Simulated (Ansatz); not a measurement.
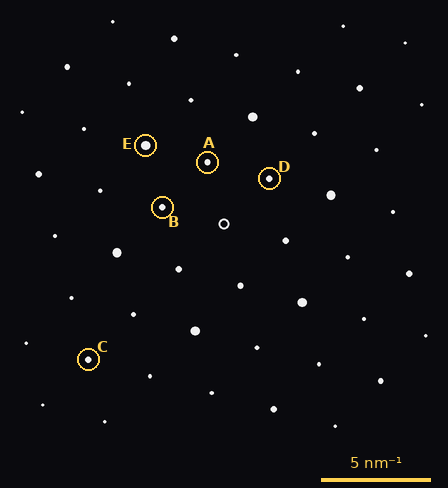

Computed electron diffraction pattern, 100 kV, single scattering only, B = 0.5 Å². The zone axis points towards the electron source and the pattern is seen from the source side.

Crystal: Ca, space group P6_3/mmc (No. 194), a = 3.92 Å, c = 12.84 Å (hexagonal axes). Structure: the end point of a relaxation with DFT, BLYP, plane waves (420 eV) with PAW, scalar-relativistic in Ansatz 0.2.0; the starting structure was generated, so it need not be a known form of this composition.

```cif
data_structure
_symmetry_space_group_name_H-M 'P6_3/mmc'
_symmetry_Int_Tables_number 194
_cell_length_a 3.9193
_cell_length_b 3.9193
_cell_length_c 12.8438
_cell_angle_alpha 90.000
_cell_angle_beta 90.000
_cell_angle_gamma 120.000
_cell_volume 170.86
loop_
_atom_site_label
_atom_site_type_symbol
_atom_site_symmetry_multiplicity
_atom_site_Wyckoff_symbol
_atom_site_fract_x
_atom_site_fract_y
_atom_site_fract_z
_atom_site_occupancy
Ca1 Ca 2 a 0.00000 0.00000 0.00000 1
Ca2 Ca 2 c 0.33333 0.66667 0.25000 1
```

Spot A is indexed 0 -1 0 and spot B 1 -1 0.

### Index the other marked spots.

C = −3A + 3B = 3 0 0 (d = 1.131 Å). D = A − B = -1 0 0 (d = 3.394 Å). E = A + B = 1 -2 0 (d = 1.960 Å).

### Which zone axis is this?

The cross product of A and B is parallel to [001]; every spot obeys hu + kv + lw = 0.

### What are the spacings of A and B and the angle between them?

d(A) = 3.394 Å, d(B) = 3.394 Å, and the angle is 60.0°.
